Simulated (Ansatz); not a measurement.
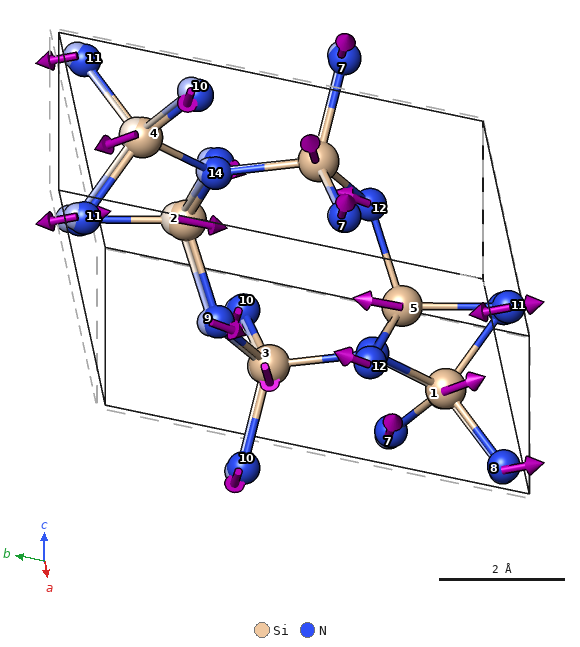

Solid Si3N4 (set up in P6_3/m), drawn pale, and a changed version of it, drawn solid. The purple arrows show how the atoms are displaced (without the part that the change of the cell carries along), magnified 30 times. The picture is a ball-and-stick view of the cell of the calculation, seen from a free direction.

All numbers below come from DFT PBE, scalar-relativistic, plane waves, PAW in Ansatz 0.2.0. Set-up: plane-wave cutoff 420 eV; k-point mesh 6 × 6 × 8; occupations gaussian; smearing width 0.02 eV; no spin polarisation.

**Describe the change and its computed effect.**

The volume is changed by −6.0 %. The cell's shape and the atoms are relaxed at that volume. The energy rises by 30.8 meV per atom. Pressure: 0.0 GPa before, 16.2 GPa after. The volume changes by −6.0 %, with a = b 7.664 → 7.501 Å (−2.1 %), c 2.926 → 2.872 Å (−1.9 %). The largest moves relative to the cell, 0.029 Å, are those of Si atoms. By element the largest moves are Si 0.029 Å, N 0.025 Å. Some distances before and after: N–Si 1.747 → 1.708 to 1.715 Å. The space group stays P6_3/m (No. 176).
